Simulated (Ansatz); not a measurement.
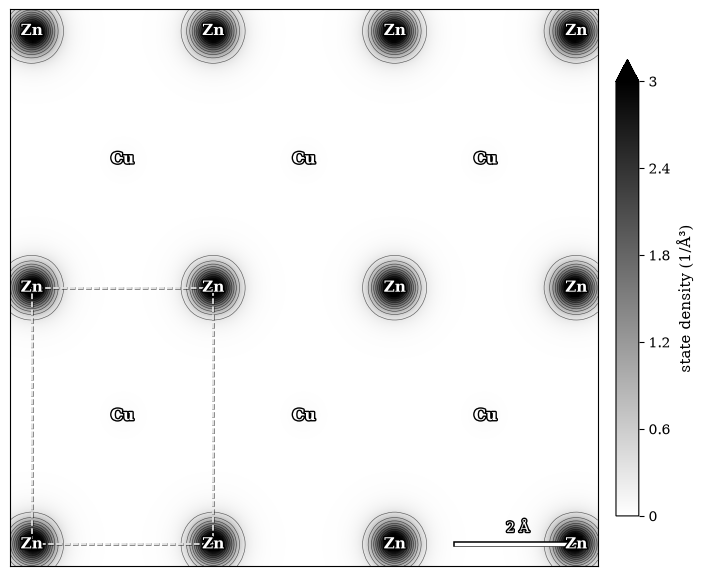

Figure. ZnCu. Density of the Kohn–Sham states from −10.3 to −6.8 eV about the Fermi level (the lower third of the occupied valence band), scaled to one electron a cell: a map on the (011) plane of the conventional cell.

Space group Pm-3m; the calculation finds a residual pressure of about 2 GPa at this fixed cell.

These are results of DFT PBE, scalar-relativistic, plane waves, PAW (Ansatz), not measurements.

Core electrons are frozen (PAW), so the fields are smoothed inside the atomic spheres.

Question: What is the character of these states?

Answer: Löwdin projections on the PAW files' atomic orbitals give Zn 3d (90 %).
In space (atomic cells sized by Bader volumes) the density divides as Zn about 90 % and Cu about 10 %.
It nearly vanishes midway along the shortest Cu–Zn contact.
It nearly vanishes midway along the shortest Zn–Zn contact.
Little of the density lies between the atoms' surroundings.

Run time: 2.2 s on 1 thread of Intel(R) Xeon(R) Platinum 8375C CPU @ 2.90GHz (Ice Lake), with other jobs on the host, peak memory 0.4 GiB.
